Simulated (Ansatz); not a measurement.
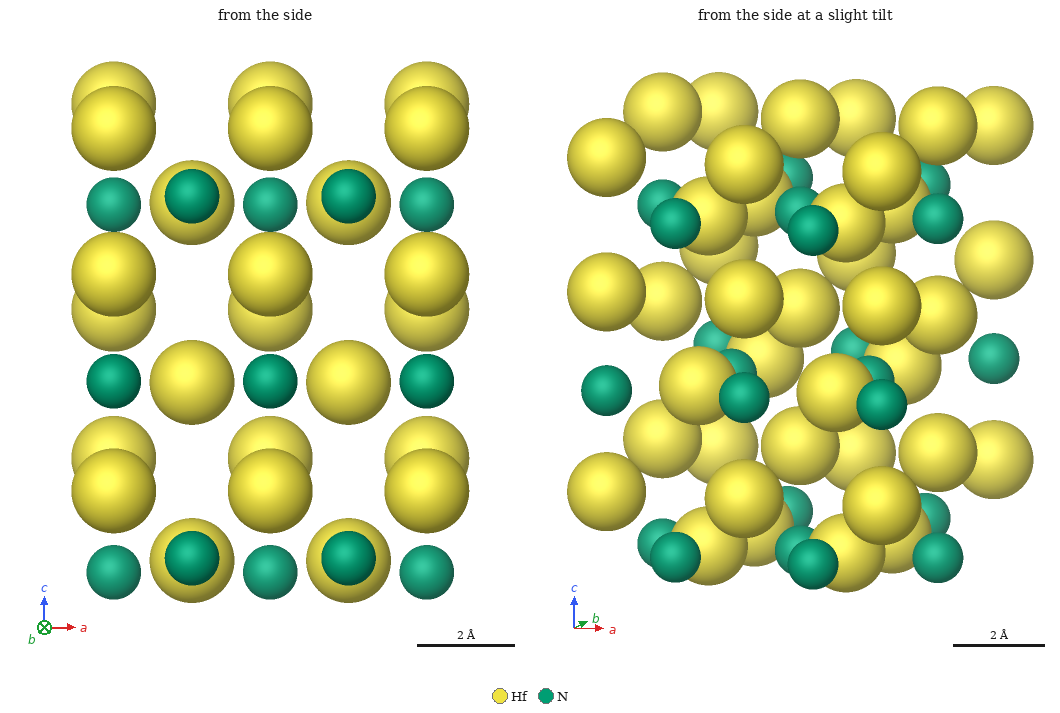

A spheres-only picture of a periodic slab, seen from the side and from the side at a slight tilt. The surface normal points up in side views; the vacuum is left out. 2×1 cells are drawn in the plane, with atoms at the edges repeated.

The cell holds 12 Hf, 6 N. The slab was cut from bulk Hf2N (P4_2/mnm).

Read the thickness off the scale bar.

About 10 Å from the lowest to the highest atom.

Along which plane was the crystal cut?

(1 1 0).

The calculation used DFT PBEsol, scalar-relativistic, plane waves, PAW (Ansatz), with a 420 eV plane-wave basis, k-grid 11×5×1, Gaussian smearing of 0.1 eV, no spin polarisation.

What is the work function on either side?

3.43 eV at the top and 2.85 eV at the bottom.

The structure comes from a structure listed in the Materials Project, from which a slab was cut. The atoms were relaxed in a fixed cell with DFT PBEsol, scalar-relativistic, plane waves, PAW in Ansatz 0.2.0.
